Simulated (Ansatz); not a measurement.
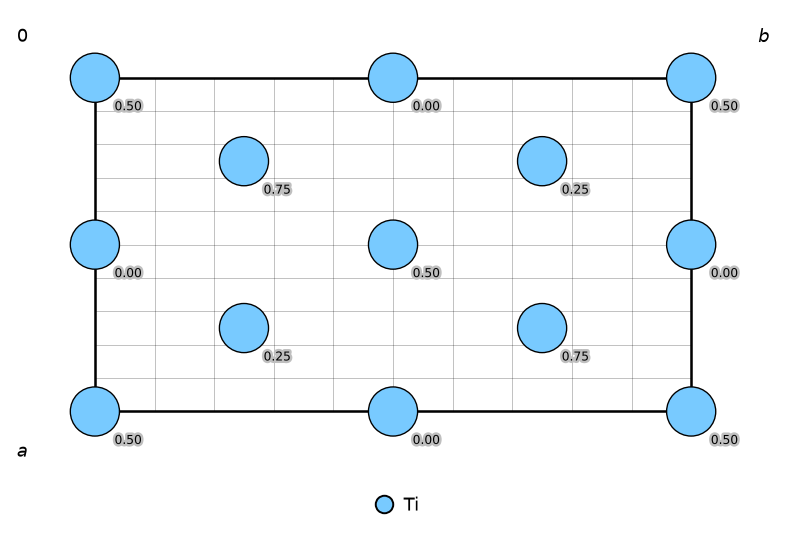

Plan of a unit cell projected along c (a down the page, b across); the numbers are heights as fractions of c, and atoms on the cell's edges are repeated. The grid marks tenths of a and b. Source: the end point of a relaxation with DFT PBE, scalar-relativistic, plane waves, PAW (Ansatz); the starting structure was generated, so it need not be a known form of this composition. Geometry calculated from the standardised cell; symmetry tolerance 0.002 Å.

a = 2.863 Å, b = 5.114 Å, c = 9.446 Å, α = 90.00°, β = 90.00°, γ = 90.00°.

> What does the cell contain?

8 Ti: Ti, Z = 8.

> Which space group?

No. 70, Fddd, origin choice 1, face-centred orthorhombic.

> Give the independent sites, coordinates to two places.

```tsv
atom	site	symmetry	x	y	z
Ti	8b	222	0.75	0.75	0.75
```
